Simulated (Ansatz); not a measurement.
Structure data:

```cif
data_structure
_symmetry_space_group_name_H-M 'P m'
_symmetry_Int_Tables_number 6
_cell_length_a 6.7298
_cell_length_b 2.4589
_cell_length_c 24.2679
_cell_angle_alpha 90.000
_cell_angle_beta 90.000
_cell_angle_gamma 90.000
_cell_volume 401.57
loop_
_atom_site_label
_atom_site_type_symbol
_atom_site_symmetry_multiplicity
_atom_site_Wyckoff_symbol
_atom_site_fract_x
_atom_site_fract_y
_atom_site_fract_z
_atom_site_occupancy
C1 C 1 b 0.64459 0.50000 0.35336 1
C2 C 1 a 0.55577 0.00000 0.36913 1
C3 C 1 a 0.37805 0.00000 0.40064 1
C4 C 1 b 0.28922 0.50000 0.41641 1
C5 C 1 b 0.11150 0.50000 0.44793 1
C6 C 1 a 0.02267 0.00000 0.46370 1
C7 C 1 a 0.84495 0.00000 0.49521 1
C8 C 1 b 0.75641 0.50000 0.51104 1
C9 C 1 b 0.57892 0.50000 0.54280 1
C10 C 1 a 0.49055 0.00000 0.55850 1
C11 C 1 a 0.31016 0.00000 0.58944 1
C12 C 1 b 0.22127 0.50000 0.60420 1
C13 C 1 b 0.03250 0.50000 0.63437 1
C14 C 1 a 0.95054 0.00000 0.64664 1
```

**Characterise the structure given above.**

The element is carbon. The cell holds 14 atoms. Coordination numbers (contacts within bonding distance): C 2 to 3 (mean 2.9). The bonds build C chains along [100].

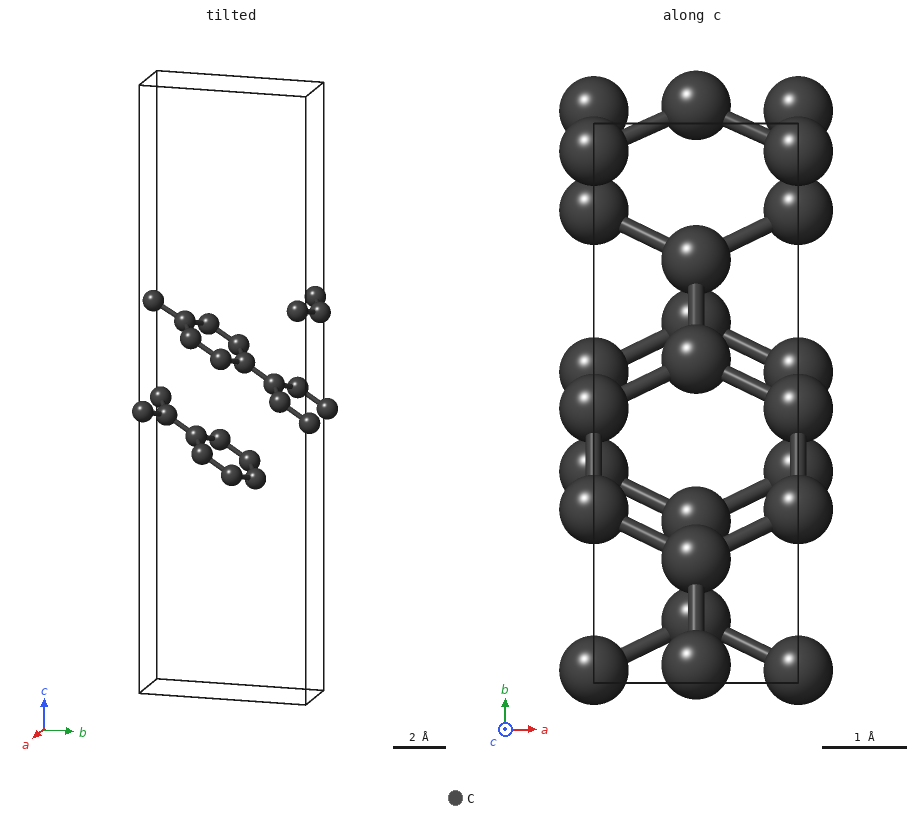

An orthographic ball-and-stick view of the structure, slightly off an axis and along the c axis. Lines trace the edges of the simulation cell.

Provenance: a structure listed in the Materials Project, from which a slab was cut. The atoms were relaxed in a fixed cell with DFT PBEsol, scalar-relativistic, plane waves, PAW (Ansatz), but for seven held in place.

At this level of theory the run's own cell isn't at rest (forces up to 2.6 eV/Å), so its distances can differ from those at equilibrium, the more so the softer the solid.
